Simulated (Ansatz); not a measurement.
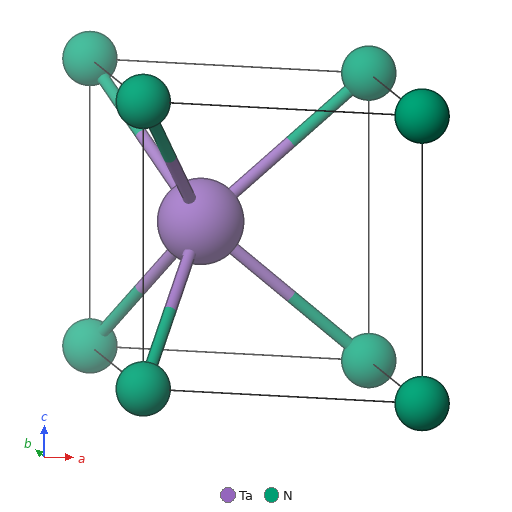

System: TaN, space group P-6m2 (No. 187). The picture shows the conventional cell.

Starting cell:
```
CELL_PARAMETERS angstrom
2.92147 0.00000 0.00000
-1.46073 2.53006 0.00000
0.00000 0.00000 2.86789
ATOMIC_POSITIONS crystal
Ta 0.33333 0.66667 0.50000
N 0.00000 0.00000 0.00000
```

Method: harmonic phonon frequencies at the zone centre with atoms at rest in the given cell, without the long-range term of polar modes, the three translations left out, imaginary frequencies are negative; plane waves with PAW datasets, Γ-centred k mesh (Ansatz 0.2.0). Level: PBEsol, no spin polarisation.

wave cutoff 420 eV; k mesh 18×18×14; occupations Fermi–Dirac; smearing width 0.15 eV; pressure 1 GPa; phonon method linear response.

Describe the result: the zone-centre optical phonon frequencies (the three acoustic modes are left out).

No frequency is imaginary, so the structure is stable to these displacements (zone-boundary modes weren't tested here). The highest mode lies at 559.0 cm⁻¹. The optical modes lie at 533.4 (×2), 559.0 cm⁻¹.

| frequency (cm⁻¹) |
| --- |
| 533.4 |
| 533.4 |
| 559.0 |

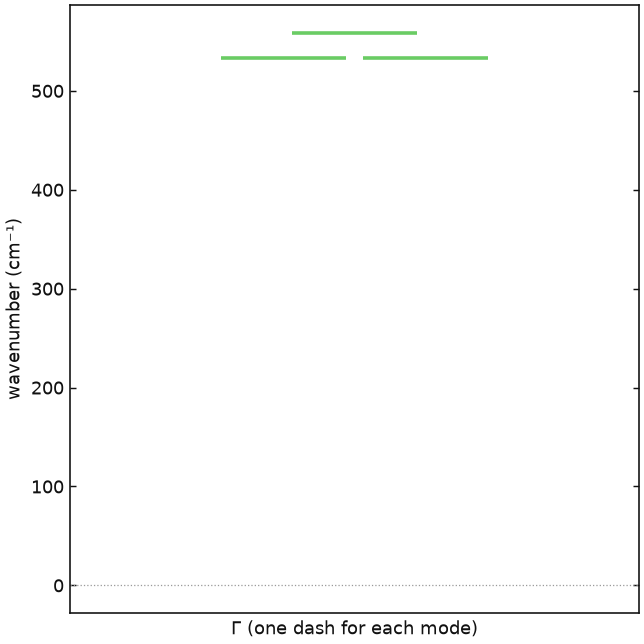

Limits of the calculation: metal sensitive to the k mesh.
